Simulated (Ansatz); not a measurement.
System: BN, space group P6_3mc (No. 186).

Starting cell:
```xyz
4
Lattice="2.5539 0.0000 0.0000 -1.2770 2.2118 0.0000 0.0000 0.0000 4.2269" Properties=species:S:1:pos:R:3 pbc="T T T"
N     0.0000    1.4745    0.5295
N     1.2770    0.7373    2.6430
B     0.0000    1.4745    2.1123
B     1.2770    0.7373    4.2257
```

Method: Born effective charges by linear response at the zone centre, in units of the proton charge, Cartesian axes of the given cell; plane-wave DFT, no spin polarisation (Ansatz 0.2.0). Level: PBEsol.

```csv
setting,value
k mesh,12×12×6
occupations,fixed
potentials,Ansatz PAW
wave cutoff,420 eV
density cutoff,1680 eV
program settings,"xc grid level 2, xc grid task field_response"
```

What does the calculation give for the mean Born effective charge of each atom? The cases: N 1; N 2; B 1; B 2.

All are equal in size, 1.88 e, and the charges add up to 0.00 e. The diagonal components of each atom differ by at most 0.10 e. The Born charge xx, in e, is −1.844 for N 1, −1.844 for N 2, 1.844 for B 1 and 1.844 for B 2. The Born charge zz, in e, is −1.944 for N 1, −1.944 for N 2, 1.944 for B 1 and 1.944 for B 2.

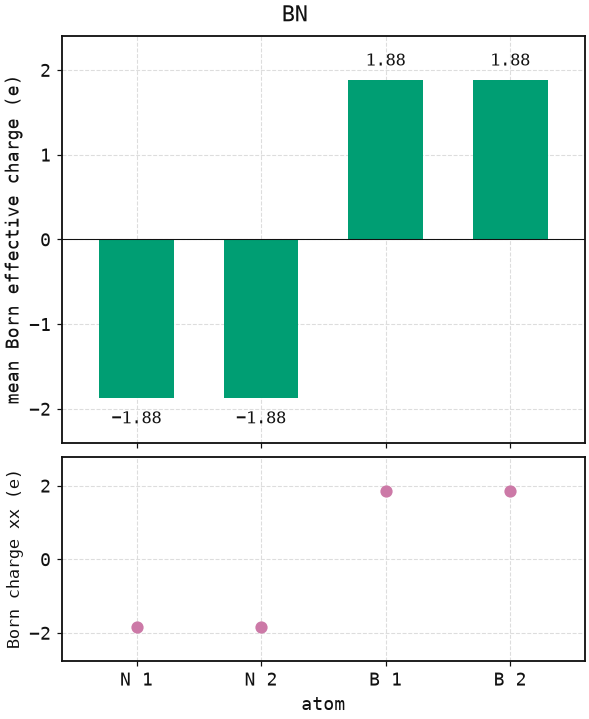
